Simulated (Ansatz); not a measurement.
## Electronic structure of W$_{17}$S$_{31}$ (cell charge −1, with a compensating background) (cell with a defect) in real space

Input

```
crystal:
  lattice:
    - [-6.375494846, 3.6808936656, 7.4744429926]
    - [0.0, -7.3617873312, 7.4744429926]
    - [6.375494846, 3.6808936656, 7.4744429926]
  atoms:
    - { symbol: W, position: [0.2523408571, 0.7523408571, 0.0023408571] }
    - { symbol: W, position: [0.5019735045, 0.500524552, 0.0020413874] }
    - { symbol: W, position: [0.7507949835, 0.2507949835, -0.0026251434] }
    - { symbol: W, position: [0.000524552, 0.7520413874, 0.2519735045] }
    - { symbol: W, position: [0.000524552, 0.0019735045, 0.0020413874] }
    - { symbol: W, position: [0.2520413874, 0.500524552, 0.2519735045] }
    - { symbol: W, position: [0.499746738, 0.2436764978, 0.249746738], spin: 0.25 }
    - { symbol: W, position: [0.7507949835, 0.7473748566, 0.5007949835] }
    - { symbol: W, position: [0.7436764978, -0.000253262, 0.249746738], spin: 0.25 }
    - { symbol: W, position: [0.0007140068, 0.5007140068, 0.500869608] }
    - { symbol: W, position: [0.2473748566, 0.2507949835, 0.5007949835] }
    - { symbol: W, position: [0.5019735045, 0.7520413874, 0.750524552] }
    - { symbol: W, position: [0.499746738, -0.000253262, 0.4936764978], spin: 0.25 }
    - { symbol: W, position: [0.750869608, 0.5007140068, 0.7507140068] }
    - { symbol: W, position: [0.0007140068, 0.250869608, 0.7507140068] }
    - { symbol: W, position: [0.2520413874, 0.0019735045, 0.750524552] }
    - { symbol: W, position: [0.6638601228, 0.1638601228, 0.4138601228], spin: 0.25 }
    - { symbol: S, position: [0.8960438877, 0.9080379586, 0.4061201001] }
    - { symbol: S, position: [0.1544607498, 0.6544607498, 0.4054395621] }
    - { symbol: S, position: [0.4080379586, 0.1561201001, 0.6460438877] }
    - { symbol: S, position: [0.4080379586, 0.3960438877, 0.4061201001] }
    - { symbol: S, position: [0.6561201001, 0.9080379586, 0.6460438877] }
    - { symbol: S, position: [0.9041504306, 0.6536848334, 0.6541504306] }
    - { symbol: S, position: [0.1544607498, 0.1554395621, 0.9044607498] }
    - { symbol: S, position: [0.1536848334, 0.4041504306, 0.6541504306] }
    - { symbol: S, position: [0.4060535204, 0.9060535204, 0.9038231075] }
    - { symbol: S, position: [0.6554395621, 0.6544607498, 0.9044607498] }
    - { symbol: S, position: [0.8960438877, 0.1561201001, 0.1580379586] }
    - { symbol: S, position: [0.9041504306, 0.4041504306, 0.9036848334] }
    - { symbol: S, position: [0.1538231075, 0.9060535204, 0.1560535204] }
    - { symbol: S, position: [0.4060535204, 0.6538231075, 0.1560535204] }
    - { symbol: S, position: [0.6561201001, 0.3960438877, 0.1580379586] }
    - { symbol: S, position: [0.50863167, 0.00863167, 0.25863167] }
    - { symbol: S, position: [0.7649862353, 0.7596987746, 0.2640462477] }
    - { symbol: S, position: [0.015733995, 0.515733995, 0.2633557481] }
    - { symbol: S, position: [0.2596987746, 0.0140462477, 0.5149862353] }
    - { symbol: S, position: [0.2596987746, 0.2649862353, 0.2640462477] }
    - { symbol: S, position: [0.5140462477, 0.7596987746, 0.5149862353] }
    - { symbol: S, position: [0.7645051074, 0.5105984357, 0.5145051074] }
    - { symbol: S, position: [0.015733995, 0.0133557481, 0.765733995] }
    - { symbol: S, position: [0.0105984357, 0.2645051074, 0.5145051074] }
    - { symbol: S, position: [0.2652700076, 0.7652700076, 0.765740327] }
    - { symbol: S, position: [0.5133557481, 0.515733995, 0.765733995] }
    - { symbol: S, position: [0.7649862353, 0.0140462477, 0.0096987746] }
    - { symbol: S, position: [0.7645051074, 0.2645051074, 0.7605984357] }
    - { symbol: S, position: [0.015740327, 0.7652700076, 0.0152700076] }
    - { symbol: S, position: [0.2652700076, 0.515740327, 0.0152700076] }
    - { symbol: S, position: [0.5140462477, 0.2649862353, 0.0096987746] }
  host:
    lattice:
      - [1.5938737115, 0.9202234164, 7.4744429926]
      - [-1.5938737115, 0.9202234164, 7.4744429926]
      - [0.0, -1.8404468328, 7.4744429926]
    atoms:
      - { symbol: W, position: [0.0006774473, 0.0006774473, 0.0006774473] }
      - { symbol: S, position: [0.4040743331, 0.4040743331, 0.4040743331] }
      - { symbol: S, position: [0.2639482196, 0.2639482196, 0.2639482196] }
total_charge: -1
basis:
  ecutwfc: 420
  xc_grid: 2
kpoints:
  mp_grid: { grid: [2, 2, 2], shift: [0.5, 0.5, 0.5] }
hamiltonian:
  xc: pbe
scf:
  occupations: { method: gaussian, width: 0.01 }
output:
  forces: true
  stress: false
  eigenvalues: true
  populations: true
  charged_corrections:
    defect_position: [0.65407433, 0.15407433, 0.40407433]
    epsilon: [[11.5894, 0.0, 0.0], [0.0, 11.5894, 0.0], [0.0, 0.0, 3.2073]]
  write_density: true
  write_potential: true
  elf: true
  volumetric_format: npy
magnetization:
  spin_polarized: true
relax:
  adjacent_minimum: "off"
  f_tol: 0.025
  max_steps: 45
```

Command:

```sh
ansatz run input.yaml --threads 4 --pin off --max-ram 10240MiB --backend cpu --events-out ev --progress --plain --runs-dir out
```

The fields are those of the run's last geometry, not of the input's.

Spin-polarised.

Computed with Ansatz, DFT PBE, scalar-relativistic, plane waves, PAW.

Core electrons are frozen (PAW), and the valence fields are smoothed inside the atomic spheres.

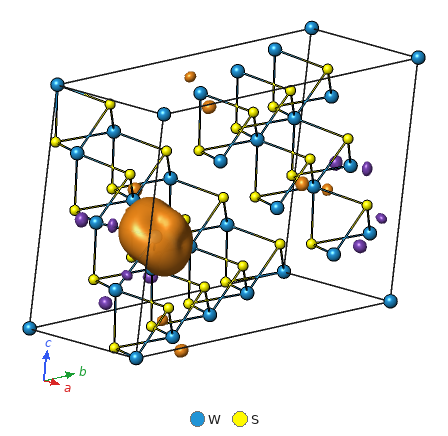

Figure 1. Isosurfaces of the magnetisation density (up minus down) at +0.04 (orange) and −0.04 e/Å³ (purple), seen slightly off an axis. Sticks mark near contacts.

Describe the spin distribution.

The spin density sits on W: +1.7 μB in one cell of 48 atoms, with smaller moments on other sites: W (±0.08 μB): with much of the spin spread outside that site. The cell of the calculation (48 atoms) carries 3.0 μB of net spin moment.

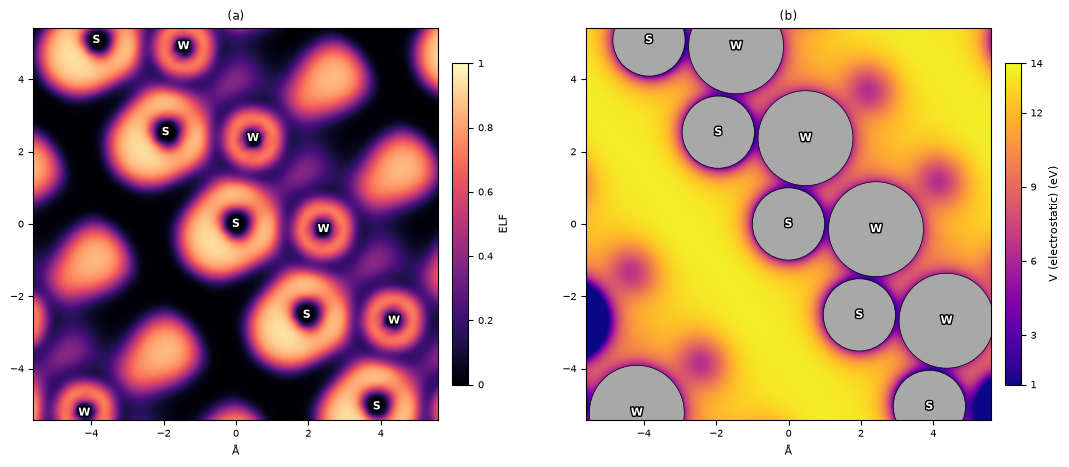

Figure 2. (a) ELF; (b) electrostatic potential (local pseudopotential plus Hartree) felt by an electron on the (010) plane of the calculation cell. Grey discs cover the atomic cores in the potential map.

Read the bonding off the picture.

The section cuts through W and S sites.


The features right at W lie inside the PAW spheres, where the map follows smoothed inner orbitals and isn't to be read closely.
Outside the cores the potential energy rises away from the atoms and is highest about 2.3 Å from the nearest atoms; its zero is arbitrary.

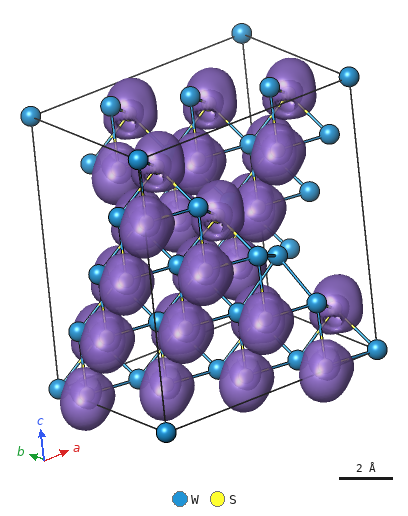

Figure 3. Isosurface of the ELF at 0.75 (purple), seen slightly off an axis. Core shells and regions of very low density are left out. Sticks mark near contacts.

Where are the electrons localised?

At this value the surface marks out 31 regions wrapped around S (the valence shell of each), counted in one cell of 48 atoms. Regions shared between cells count once.


W–S (2.41 Å): the ELF peaks at about 0.85 in the valence shell of S, 0.8 Å from its nucleus, and is about 0.45 at the midpoint. W–W (2.68 Å): the ELF reaches about 0.55 near the midpoint.

Does the calculation make it a metal, or give it a gap?

It is gapped, with a Kohn–Sham gap of 0.64 eV on the k-point mesh (the band edges may lie off the mesh, which would make the gap smaller).
